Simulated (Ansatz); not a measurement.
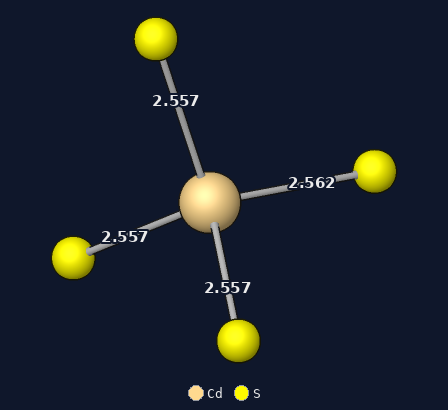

The surroundings of site Cd1 (at 0.333, 0.667, 0.004) in CdS (P6_3mc), with bond lengths in Å.

Source of the atomic positions: the end point of a relaxation at fixed volume with Ansatz 0.2.0, DFT r2SCAN, scalar-relativistic, plane waves, PAW.

```
Cd S
1.0
     4.18492    0.00000    0.00000
    -2.09246    3.62425    0.00000
     0.00000    0.00000    6.79874
Cd S
2 2
Direct
  0.33333 0.66667 0.00408
  0.66667 0.33333 0.50408
  0.33333 0.66667 0.38092
  0.66667 0.33333 0.88092
```

Bond valence s = exp((R0 − d)/b), R0 fitted to published crystal structures with b = 0.37 Å; R0 in Å: Cd2+–S 2.282.

Calculate the bond-valence sum of Cd1 from the bonds drawn.

3 × 0.476 + 1 × 0.469 = 1.90 v.u., against a formal valence of 2: underbonded (bonds long for this ion) by 0.10.

And over the whole structure?

| site | x, y, z | formal valence | bond-valence sum | difference |
| --- | --- | --- | --- | --- |
| Cd1 | 0.333, 0.667, 0.004 | +2 | 1.91 | -0.09 |
| S1 | 0.333, 0.667, 0.381 | −2 | 1.91 | -0.09 |

These sums include all anions within 5 Å. The global instability index (root mean square of the differences over all atoms) is 0.09 v.u.: little strain.
